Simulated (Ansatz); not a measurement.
## AlN (P6_3mc): converging the G0W0 gap

Aim: see how the G0W0 gap of AlN (P6_3mc) on PBE moves with empty bands and screening cutoff, and what each rung costs.

Calculated with Ansatz 0.2.0; G0W0 on PBE, plane waves, PAW.

The database entry behind the starting cell differs from later determinations by our own check (inner coordinate u about 0.002 short), so it need not match the best structure at ambient conditions.

### 1. Starting point

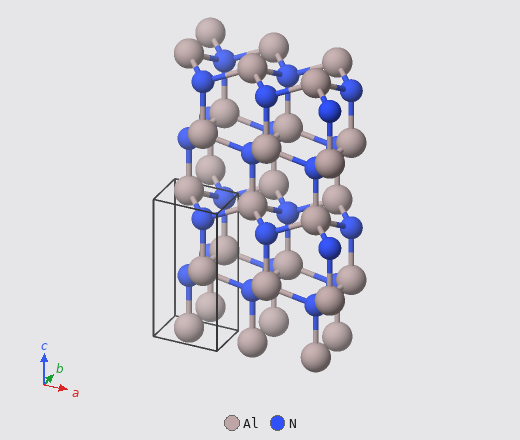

The cell as given, slightly off an axis (aluminium light grey, nitrogen blue). 3×2×2 cells are drawn. Some periodic images of atoms are drawn too.

The cell and positions come from the Crystallography Open Database and are kept as given unless a step says otherwise. The default PAW set here is soft_1. Its files were made with PBE.

### 2. 44 empty bands, screening to 60 eV

G0W0 replaces the xc potential by the self-energy, built once from these orbitals. Only a window of levels is corrected, while the sums run over the empty bands that the input names.

input.yaml

```yaml
crystal:
  lattice:
    - [3.113, 0.0, 0.0]
    - [-1.5565, 2.695937082, 0.0]
    - [0.0, 0.0, 4.981]
  atoms:
    - { symbol: Al, position: [0.3333333333, 0.6666666667, 0.0] }
    - { symbol: Al, position: [0.6666666667, 0.3333333333, 0.5] }
    - { symbol: "N", position: [0.3333333333, 0.6666666667, 0.38] }
    - { symbol: "N", position: [0.6666666667, 0.3333333333, 0.88] }
kpoints:
  mp_grid: { grid: [6, 6, 4] }
hamiltonian:
  xc: pbe
  pseudopotentials: { kind: paw, azcp: { folder: "./paw" } }
scf:
  occupations: { method: fixed }
gw:
  n_empty_bands: 44
  ecut_chi: 60
  qp_bands: [v2, c2]
  qp_kpoints: band_edges
  screening: { model: contour_deformation }
```

On the command line:

```console
$ ansatz run input.yaml --threads 3 --pin off --max-ram 92160MiB --backend cuda --events-out ev --progress --plain --runs-dir out --devices 1 --max-vram 13GiB
```

Numbers of over 12 decimals in the logs are rounded to 6 here.

The log of the run:

```text
GPUs: using 1 of 1 available (devices: 1).
Engine: ansatz 0.2.0, x86_64-unknown-linux-gnu
Pseudopotentials: kind: paw
Pseudopotential: Al, paw, valence charge 3, recommended cutoff 420 eV (normal), <dir>
Pseudopotential: N, paw, valence charge 5, recommended cutoff 420 eV (normal), <dir>
Functional definition: PBE
  parameter kappa = 0.804
  parameter beta = 0.066725
  exchange = pbe_x(kappa = kappa, mu = beta*pi^2/3)
  correlation = pbe_c(beta = beta)
device memory: the entry about to start is reckoned to put 0.5 GiB on a device that reports 61.9 GiB free (of which the cap on the GPU budget leaves the run 13.0 GiB)
GPU FFT provider: cuFFT
GPU libraries: cuBLAS 13.8.2, cuFFT 12.4.0, cuSOLVER 12.3.4
Crystal: 4 atoms, lattice volume = 41.803 Å³
Basis set: ecut = 420 eV, 809 PW (Γ)
Bands: 12, of which v1, the nominal top of the filled ones, is band 8 counted from 1 (7 counted from 0)
Symmetry: 12 space group operations
Space group: P63mc (ITA 186), of the structure as read, at distance tolerance 3.5e-5 Å
k-points: 21 of 144 (time reversal used)
Non-local potential: Al, projectors of the file, l = 0: 2, l = 1: 2, l = 2: 1
Non-local potential: N, projectors of the file, l = 0: 2, l = 1: 2, l = 2: 1
PAW form: soft (Blöchl's): semilocal exchange-correlation on the pseudo side does not see the compensation charge
PAW one-centre angular grid: Al, 110 points (default); XC on 64 Gauss nodes
PAW one-centre angular grid: N, 110 points (default); XC on 64 Gauss nodes
Initial density: superposition of atomic densities (chi_scale 0.1, normalization cell, long waves kept (reshape's long-wave potential 0.00 eV rms))
Initial wavefunctions: pseudopotential atomic-orbital guess
GPU buffer pool allocated for 20736 grid points (all kernels)
GPU transforms: local potential and band sums: pruned to the plane-wave sphere, on 24×24×36
Functional: x = pbe(κ = 0.804, μ = 0.219515), c = pbe(β = 0.066725)
SCF iter   1: F=—  HF=-1851.407366 eV  |F-HF|=—  |Δ(HF+E_count)|=         —  Δρ=1.39e-1  dr2=9.84e0  ethr=3.10e-3  ⟨swp⟩=4.8  Hψ=1366  notcnv=0  defer=10
preconditioner: auto → none  [insulator: Δε(μ)=5.473 eV  Ē_g=14.253 eV  n_scr=2 (ndim 8)  ℏωp=23.0 eV  f_vac=0.000  ε∞_Penn≈3.6]
SCF iter   2: F=—  HF=-1848.928367 eV  |F-HF|=—  |Δ(HF+E_count)|=    2.48e0  Δρ=7.66e-2  dr2=1.45e0  ethr=3.10e-3  ⟨swp⟩=3.0  Hψ=755  notcnv=0  defer=37
SCF iter   3: F=—  HF=-1848.520590 eV  |F-HF|=—  |Δ(HF+E_count)|=   4.08e-1  Δρ=2.33e-2  dr2=1.15e-1  ethr=3.10e-3  ⟨swp⟩=2.3  Hψ=614  notcnv=0  defer=38
SCF iter   4: F=—  HF=-1848.508347 eV  |F-HF|=—  |Δ(HF+E_count)|=   1.22e-2  Δρ=1.38e-3  dr2=3.99e-4  ethr=7.19e-4  ⟨swp⟩=2.0  Hψ=294  notcnv=0  defer=42
SCF iter   5: F=—  HF=-1848.508201 eV  |F-HF|=—  |Δ(HF+E_count)|=   1.47e-4  Δρ=3.70e-4  dr2=1.43e-5  ethr=2.49e-6  ⟨swp⟩=2.1  Hψ=402  notcnv=0  defer=42
SCF iter   6: F=—  HF=-1848.508205 eV  |F-HF|=—  |Δ(HF+E_count)|=   4.74e-6  Δρ=2.94e-5  dr2=2.35e-7  ethr=8.92e-8  ⟨swp⟩=2.0  Hψ=420  notcnv=0  defer=1
SCF iter   7: F=-1848.508205 eV  HF=-1848.508205 eV  |F-HF|=1.96e-9  |Δ(HF+E_count)|=   7.05e-8  Δρ=2.65e-6  dr2=1.58e-9  ethr=6.25e-10  ⟨swp⟩=4.1  Hψ=1133  notcnv=0
SCF 1 converged in 7 iterations: F = -1848.508205 eV  dr2 = 1.58e-9
  greatest PAW one-centre occupation: 0.789 electrons in one spin orbital (limit 2), on the N atom at site 3 (counted from 0), in its partial waves of l = 0
device memory: the entry about to start is reckoned to put 0.5 GiB on a device that reports 61.3 GiB free (of which the cap on the GPU budget leaves the run 13.0 GiB)
NSCF: frozen V_eff on 21 k-points, pencils in batches of 32, up to order 48
the band table was solved once the SCF had ended and its energy, with any forces and stress, was formed, with the checks that follow a solve (1550 applications of the Hamiltonian). They found nothing against the state; the energy, forces and stress were not computed again (output.eigenvalues in the input reference)
device memory: the entry about to start is reckoned to put 1.0 GiB on a device that reports 62.6 GiB free (of which the cap on the GPU budget leaves the run 13.0 GiB)
NSCF: frozen V_eff on 21 k-points, pencils in batches of 32, up to order 228
G₀W₀ screening: q 1/21
[... further progress lines ...]
SCF converged after 7 iterations
Free energy (F): -1848.508205 eV
Harris-Foulkes:  -1848.508205 eV  (|F-HF|=1.96e-9)
Internal energy: -1848.508205 eV  (E = F + TS)
E sigma→0 (E₀):  -1848.508205 eV
Fermi energy:    7.112566 eV
--- Per-component energies (eV) ---
  E_band       = 30.290657
  E_kinetic    = 313.411637
  E_local      = -420.951055  (includes V_loc(G=0)·N_el)
  E_nonlocal   = 89.108486
  E_hartree    = 155.484674
  E_xc         = -198.151116
  E_vxc        = -214.040176  (∫ρ·V_xc dr)
  E_paw        = -1195.749342  (= ΣΔE_a)
  E_vpaw       = -48.209650  (= ΣTr[D̂ρ^β])
  E_aug_tail   = 0.001782  (compensation charges beyond the density's cutoff)
  E_ewald      = -591.663270
  E_smearing   = -0.000000  (= −TS)
  E_closure    = 0.000000  (closes the sum)
  Σ components = -1848.508205   (vs F -1848.508205, Δ=0.00e0)
--- Band table (eV; the first three rows and the last of 21) ---
  k-point 0: bands = [... 4 lower, 6.2847, 6.9331, 6.9331, 7.1126, 11.3260, 13.7812, 17.7273, 18.2821]
  k-point 1: bands = [... 4 lower, 6.3749, 6.3749, 6.8333, 6.8333, 12.2816, 13.8987, 17.3977, 18.2493]
  k-point 2: bands = [... 4 lower, 6.5992, 6.5992, 6.5992, 6.5992, 13.5800, 13.5800, 17.4644, 17.4644]
  k-point 20: bands = [... 4 lower, 3.2960, 3.2960, 6.3358, 6.3358, 14.5445, 14.5445, 14.9799, 14.9799]
--- G₀W₀: contour deformation, 5 samples at zero and on the imaginary axis and 2 off it, 144 q-points, 44 empty bands' worth ---
  eigenvalues of the whole cell's RPA ε∞ on this k-mesh (on a slab, of 1 + 4πα/V) = 4.3208, 4.3208, 4.4755; static W/v taken at q = 0 is 0.229097
  gw.qp_kpoints: band_edges: 15 of 21 stored k-points solved, in 1 pass; an edge of the gap read off the rows below is read off those points alone
    valence top: of the k-points left out ik 13 came nearest to being solved in a further pass, in band 8 (counted from 1, as in the quasiparticle table): it holds the edge there only if its correction is more favourable than any solved in that band by at least 0.533 eV; those differ by 0.413 eV
    conduction bottom: of the k-points left out ik 16 came nearest to being solved in a further pass, in band 9 (counted from 1, as in the quasiparticle table): it holds the edge there only if its correction is more favourable than any solved in that band by at least 1.322 eV; those differ by 0.549 eV
    ik  band        ε_KS         Σx   Σc(E_QP)       V_xc       Z   E_QP_lin       E_QP  E_QP is
     0     7      6.9331   -21.7172     3.7050   -17.6723  0.7895     6.5922     6.5932  root
     0     8      7.1126   -21.7778     3.6650   -17.8132  0.7896     6.8121     6.8129  root
     0     9     11.3260    -9.8000    -3.6880   -14.4586  0.8236    12.3031    12.2966  root
     0    10     13.7812    -7.9362    -4.1615   -13.2051  0.8267    14.8985    14.8886  root
     1     7      6.8333   -21.7205     3.7306   -17.6285  0.7889     6.4707     6.4719  root
     1     8      6.8333   -21.7205     3.7306   -17.6285  0.7889     6.4707     6.4719  root
     1     9     12.2816   -10.1396    -3.6881   -14.9413  0.8173    13.4045    13.3952  root
     1    10     13.8987    -8.2310    -4.1757   -13.5497  0.8230    15.0526    15.0417  root
     2     7      6.5992   -21.7176     3.7826   -17.5255  0.7876     6.1882     6.1898  root
     2     8      6.5992   -21.7176     3.7826   -17.5255  0.7876     6.1882     6.1898  root
     2     9     13.5800    -9.3681    -4.0465   -14.6350  0.8141    14.8134    14.8004  root
     2    10     13.5800    -9.3681    -4.0465   -14.6350  0.8141    14.8134    14.8004  root
     3     7      6.8546   -21.7931     3.7303   -17.7069  0.7889     6.4976     6.4987  root
     3     8      6.9424   -21.7515     3.6994   -17.7166  0.7887     6.6059     6.6069  root
     3     9     12.6096   -10.1142    -3.7323   -15.0060  0.8153    13.7797    13.7692  root
     3    10     14.8408    -7.8874    -4.2785   -13.3810  0.8202    16.0693    16.0559  root
     4     7      6.5865   -21.5298     3.7416   -17.3739  0.7875     6.1707     6.1723  root
     4     8      6.6967   -21.7215     3.7540   -17.5773  0.7882     6.3051     6.3065  root
     4     9     13.0445    -9.6099    -3.8454   -14.6306  0.8141    14.2312    14.2198  root
     4    10     14.8689    -8.2348    -4.3103   -13.7986  0.8132    16.1378    16.1224  root
     6     7      6.2504   -21.2754     3.7485   -17.0524  0.7859     5.7736     5.7758  root
     6     8      6.5971   -21.7673     3.7771   -17.5800  0.7876     6.1853     6.1869  root
     6     9     13.3685    -7.1733    -4.0258   -12.2017  0.8226    14.3796    14.3712  root
     6    10     13.8267    -6.1736    -4.1205   -11.2567  0.8212    14.7974    14.7892  root
[...]
18     7      4.7478   -20.7530     4.0168   -16.0235  0.7755     4.0289     4.0352  root
    18     8      4.7478   -20.7530     4.0168   -16.0235  0.7755     4.0289     4.0352  root
    18     9     12.1787    -4.8696    -3.9415    -9.4826  0.8338    12.8535    12.8502  root
    18    10     15.4790    -7.6643    -4.4087   -13.4152  0.7976    16.8429    16.8211  root
    20     7      6.3358   -21.7364     3.8095   -17.4712  0.7858     5.8781     5.8801  root
    20     8      6.3358   -21.7364     3.8095   -17.4712  0.7858     5.8781     5.8801  root
    20     9     14.5445    -6.8458    -4.2331   -12.2056  0.8084    15.6845    15.6712  root
    20    10     14.5445    -6.8458    -4.2331   -12.2056  0.8084    15.6845    15.6712  root
```

It took 17 s on 1 × NVIDIA H100 80GB HBM3 (shared by 6 runs) with 3 threads of AMD EPYC 7R13 (Zen 3), shared host; peak memory 0.99 GiB; 6.2 s of CPU time.

The column dr2 measures how far the density is from self-consistency, as an energy; F and HF (Harris–Foulkes) agree once it is small.

This step gave:

| Quantity | Value |
| --- | --- |
| bands summed | 52 |
| RPA ε∞ on this mesh (eigenvalues) | 4.321, 4.321, 4.475 |
| plane waves in the screening matrix | 37 |
| q-points in the mesh | 144 |
| G0W0 gap on the mesh | 5.484 eV |
| k of the valence top | 0, 0, 0 |
| k of the conduction bottom | 0, 0, 0 |
| starting gap on the mesh | 4.213 eV |
| Z at the valence top | 0.7896 |
| Z at the conduction bottom | 0.8236 |
| least direct G0W0 gap on the computed points | 5.484 eV |

The gap on the mesh goes from 4.21 eV to 5.48 eV, a correction of +1.27 eV. Between the two edge states, bare exchange in place of the xc potential would open the gap by 8.62 eV, and correlation takes back 7.35 eV.

### 3. 124 empty bands, screening to 120 eV

Bands and screening cutoff are moved together, since each hides the error of the other.

Changes to input.yaml since step 2:

```diff
@@ -18,4 +18,4 @@
 gw:
-  n_empty_bands: 44
-  ecut_chi: 60
+  n_empty_bands: 124
+  ecut_chi: 120
   qp_bands: [v2, c2]
```

The log of the run:

```text
GPUs: using 1 of 1 available (devices: 1).
[...]
GPU FFT provider: cuFFT
GPU libraries: cuBLAS 13.8.2, cuFFT 12.4.0, cuSOLVER 12.3.4
Crystal: 4 atoms, lattice volume = 41.803 Å³
Basis set: ecut = 420 eV, 809 PW (Γ)
Bands: 12, of which v1, the nominal top of the filled ones, is band 8 counted from 1 (7 counted from 0)
Symmetry: 12 space group operations
[...]
k-points: 21 of 144 (time reversal used)
[...]
GPU buffer pool allocated for 20736 grid points (all kernels)
[...]
SCF iter   1: F=—  HF=-1851.407366 eV  |F-HF|=—  |Δ(HF+E_count)|=         —  Δρ=1.39e-1  dr2=9.84e0  ethr=3.10e-3  ⟨swp⟩=4.8  Hψ=1366  notcnv=0  defer=10
[...]
SCF iter   7: F=-1848.508205 eV  HF=-1848.508205 eV  |F-HF|=1.96e-9  |Δ(HF+E_count)|=   7.05e-8  Δρ=2.65e-6  dr2=1.58e-9  ethr=6.25e-10  ⟨swp⟩=4.1  Hψ=1133  notcnv=0
SCF 1 converged in 7 iterations: F = -1848.508205 eV  dr2 = 1.58e-9
[...]
NSCF: frozen V_eff on 21 k-points, pencils in batches of 32, up to order 48
[...]
NSCF: frozen V_eff on 21 k-points
G₀W₀ screening: q 1/21
[... further progress lines ...]
SCF converged after 7 iterations
Free energy (F): -1848.508205 eV
[...]
Internal energy: -1848.508205 eV  (E = F + TS)
E sigma→0 (E₀):  -1848.508205 eV
Fermi energy:    7.112566 eV
[...]
--- Band table (eV; the first three rows and the last of 21) ---
  k-point 0: bands = [... 4 lower, 6.2847, 6.9331, 6.9331, 7.1126, 11.3260, 13.7812, 17.7273, 18.2821]
  k-point 1: bands = [... 4 lower, 6.3749, 6.3749, 6.8333, 6.8333, 12.2816, 13.8987, 17.3977, 18.2493]
  k-point 2: bands = [... 4 lower, 6.5992, 6.5992, 6.5992, 6.5992, 13.5800, 13.5800, 17.4644, 17.4644]
  k-point 20: bands = [... 4 lower, 3.2960, 3.2960, 6.3358, 6.3358, 14.5445, 14.5445, 14.9799, 14.9799]
[...]
bands read: the sum over 132 bands ends inside a degenerate multiplet in 1 slot, whose members it reads at an even weight; the widest, k=19: bands 132 to 133 (counted from 1) at 1/2 each
[...]
0     7      6.9331   -21.7172     3.2210   -17.6723  0.7830     6.1030     6.1092  root
     0     8      7.1126   -21.7778     3.1720   -17.8132  0.7831     6.3143     6.3199  root
     0     9     11.3260    -9.8000    -3.8585   -14.4586  0.8175    12.1302    12.1260  root
     0    10     13.7812    -7.9362    -4.3896   -13.2051  0.8235    14.6665    14.6605  root
     1     7      6.8333   -21.7205     3.2530   -17.6285  0.7825     5.9878     5.9943  root
     1     8      6.8333   -21.7205     3.2530   -17.6285  0.7825     5.9878     5.9943  root
     1     9     12.2816   -10.1396    -3.9321   -14.9413  0.8112    13.1565    13.1511  root
     1    10     13.8987    -8.2310    -4.4157   -13.5497  0.8194    14.8082    14.8017  root
[...]
20     7      6.3358   -21.7364     3.3650   -17.4712  0.7799     5.4275     5.4356  root
    20     8      6.3358   -21.7364     3.3650   -17.4712  0.7799     5.4275     5.4356  root
    20     9     14.5445    -6.8458    -4.5521   -12.2056  0.8056    15.3587    15.3523  root
    20    10     14.5445    -6.8458    -4.5521   -12.2056  0.8056    15.3587    15.3523  root
```

It took 20 s on 1 × NVIDIA H100 80GB HBM3 (shared by 6 runs) with 3 threads; peak memory 1.1 GiB; 10 s of CPU time.

This step gave:

* bands summed: 132
* RPA ε∞ on this mesh (eigenvalues): 4.225, 4.225, 4.374
* plane waves in the screening matrix: 135
* q-points in the mesh: 144
* G0W0 gap on the mesh: 5.806 eV
* k of the valence top: 0, 0, 0
* k of the conduction bottom: 0, 0, 0
* starting gap on the mesh: 4.213 eV
* Z at the valence top: 0.7831
* Z at the conduction bottom: 0.8175
* least direct G0W0 gap on the computed points: 5.806 eV

Against the run with 6×6×4 mesh, 44 empty bands, screening to 60 eV, the gap moves by +0.32 eV.

### 4. 268 empty bands, screening to 200 eV

Changes to input.yaml since step 3:

```diff
@@ -18,4 +18,4 @@
 gw:
-  n_empty_bands: 124
-  ecut_chi: 120
+  n_empty_bands: 268
+  ecut_chi: 200.0
   qp_bands: [v2, c2]
```

The log of the run:

```text
GPUs: using 1 of 1 available (devices: 1).
[...]
GPU FFT provider: cuFFT
GPU libraries: cuBLAS 13.8.2, cuFFT 12.4.0, cuSOLVER 12.3.4
Crystal: 4 atoms, lattice volume = 41.803 Å³
Basis set: ecut = 420 eV, 809 PW (Γ)
Bands: 12, of which v1, the nominal top of the filled ones, is band 8 counted from 1 (7 counted from 0)
Symmetry: 12 space group operations
[...]
k-points: 21 of 144 (time reversal used)
[...]
1    10     13.8987    -8.2310    -4.5469   -13.5497  0.8182    14.6752    14.6705  root
[...]
20     7      6.3358   -21.7364     3.1127   -17.4712  0.7773     5.1698     5.1833  root
    20     8      6.3358   -21.7364     3.1127   -17.4712  0.7773     5.1698     5.1833  root
    20     9     14.5445    -6.8458    -4.6958   -12.2056  0.8046    15.2128    15.2085  root
    20    10     14.5445    -6.8458    -4.6958   -12.2056  0.8046    15.2128    15.2085  root
[key lines of the parts left out:]
SCF converged after 7 iterations
Free energy (F): -1848.508205 eV
Fermi energy:    7.112566 eV
```

It took 18 s on 1 × NVIDIA H100 80GB HBM3 (shared by 6 runs) with 3 threads; peak memory 1.4 GiB.

Numbers from this step:

- bands summed: 276
- RPA ε∞ on this mesh (eigenvalues): 4.212, 4.212, 4.363
- plane waves in the screening matrix: 287
- G0W0 gap on the mesh: 5.915 eV
- k of the valence top: 0, 0, 0
- k of the conduction bottom: 0, 0, 0
- starting gap on the mesh: 4.213 eV
- least direct G0W0 gap on the computed points: 5.915 eV

Against the run with 6×6×4 mesh, 124 empty bands, screening to 120 eV, the gap moves by +0.11 eV.

### 5. Changing the k mesh: 6×6×2 mesh, 124 empty bands, screening to 120 eV

Only the mesh changes. It samples the long-range screening, which converges on its own terms. Bands and cutoff differ from the step before, so it is read against an earlier run that matches them.

Changes to input.yaml since step 4:

```diff
@@ -11,3 +11,3 @@
 kpoints:
-  mp_grid: { grid: [6, 6, 4] }
+  mp_grid: { grid: [6, 6, 2] }
 hamiltonian:
@@ -18,4 +18,4 @@
 gw:
-  n_empty_bands: 268
-  ecut_chi: 200.0
+  n_empty_bands: 124
+  ecut_chi: 120
   qp_bands: [v2, c2]
```

The log of the run:

```text
GPUs: using 1 of 1 available (devices: 1).
[...]
GPU FFT provider: cuFFT
GPU libraries: cuBLAS 13.8.2, cuFFT 12.4.0, cuSOLVER 12.3.4
Crystal: 4 atoms, lattice volume = 41.803 Å³
Basis set: ecut = 420 eV, 809 PW (Γ)
Bands: 12, of which v1, the nominal top of the filled ones, is band 8 counted from 1 (7 counted from 0)
Symmetry: 12 space group operations
[...]
k-points: 14 of 72
[...]
1    10     13.5799    -9.3836    -4.3091   -14.6350  0.8089    14.5295    14.5221  root
[...]
13     7      6.3356   -21.7932     3.4158   -17.4711  0.7787     5.4210     5.4294  root
    13     8      6.3356   -21.7932     3.4158   -17.4711  0.7787     5.4210     5.4294  root
    13     9     14.5445    -6.8382    -4.5613   -12.2058  0.8053    15.3572    15.3507  root
    13    10     14.5445    -6.8382    -4.5613   -12.2058  0.8053    15.3572    15.3507  root
[key lines of the parts left out:]
SCF converged after 7 iterations
Free energy (F): -1848.508049 eV
Fermi energy:    7.112221 eV
```

Run time: 23 s. Hardware: 1 × NVIDIA H100 80GB HBM3 (shared by 6 runs) with 3 threads; peak memory 1 GiB; 6.3 s of CPU time.

This step gave:

```
bands summed                                 : 132
RPA ε∞ on this mesh (eigenvalues)            : 4.237, 4.237, 4.394
plane waves in the screening matrix          : 135
G0W0 gap on the mesh                         : 5.822 eV
k of the valence top                         : 0, 0, 0
k of the conduction bottom                   : 0, 0, 0
starting gap on the mesh                     : 4.214 eV
least direct G0W0 gap on the computed points : 5.822 eV
```

Against the run with 6×6×4 mesh, 124 empty bands, screening to 120 eV, the gap moves by +0.016 eV.

(Part 1 of 2 ends here.)

[Paths, hosts, dates, memory and timing lines, banners, echoed tables and standing remarks are left out of the program output.]

[Logs are printed without paths, hosts, clocks, repeated set-up lines and the standing remarks that a program may print on its own settings, such as how far it seeks lower states.]

[Runs of the session that timed out or met a known fault of the program may be left out.]

[Cells called generated may have been cut or substituted from an entry of the Crystallography Open Database or the Materials Project.]

[Hosts, paths, dates, database ids (printed as entryN), source tags and the programs' standing remarks are cut or masked in the printed files.]
